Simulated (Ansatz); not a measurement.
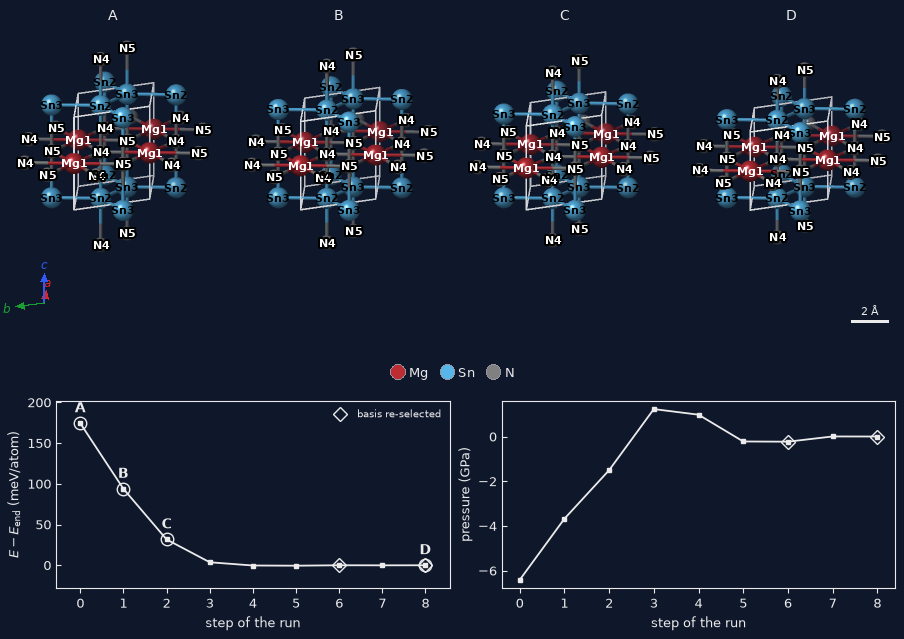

Frames of a relaxation of solid MgSn$_{2}$N$_{2}$ (a generated structure, set up in P6/mmm) (coarse preliminary run), marked on the history of the run. A ball-and-stick model of the cell of the calculation, seen from a free direction.

These are results of Ansatz, DFT PBE, scalar-relativistic, plane waves, PAW, not measurements. Set-up: plane-wave cutoff 420 eV; k-point mesh 6 × 6 × 4; occupations gaussian; smearing width 0.1 eV; no spin polarisation; cell and atoms relaxed; force threshold 0.04 eV/Å; at most 70 steps.

**What happens along the run?**

After 6 accepted moves (8 points after the start) the energy has fallen by 174 meV per atom. All forces vanish by symmetry, so only the cell relaxes. The pressure goes from −6.41 to 0.01 GPa. The SCF was repeated twice at an unchanged geometry on a basis and grid sized afresh for the cell, which shifted the energy by 0.5 meV per atom at most. No atom moves by more than 0.005 Å relative to the cell. Cell: a = b 4.648 → 4.767 Å (+2.6 %), c 5.280 → 4.440 Å (−15.9 %). Volume −11.5 %. Some distances before and after: Sn2–N4 2.640 → 2.220 Å, Mg1–N4 2.683 → 2.752 Å, Sn2–Sn3 2.683 → 2.752 Å. The space group stays P6/mmm (No. 191). From step 0 to 1: volume −6.4 %, energy −80.6 meV per atom. From step 1 to 2: volume −4.4 %, energy −62.1 meV per atom. From step 2 to 8: volume −1.2 %, energy −31.7 meV per atom.

| step | E − E(0), meV/atom | pressure, GPa | volume, Å³/atom | note |
| --- | --- | --- | --- | --- |
| 0 | 0.00 | -6.41 | 19.755 |  |
| 1 | -80.56 | -3.67 | 18.499 |  |
| 2 | -142.67 | -1.50 | 17.693 |  |
| 3 | -170.69 | 1.24 | 17.107 |  |
| 4 | -174.67 | 0.99 | 17.269 |  |
| 5 | -174.90 | -0.21 | 17.514 |  |
| 6 | -174.36 | -0.22 | 17.514 | same geometry, new basis |
| 7 | -174.46 | 0.01 | 17.479 |  |
| 8 | -174.38 | 0.01 | 17.479 | same geometry, new basis |
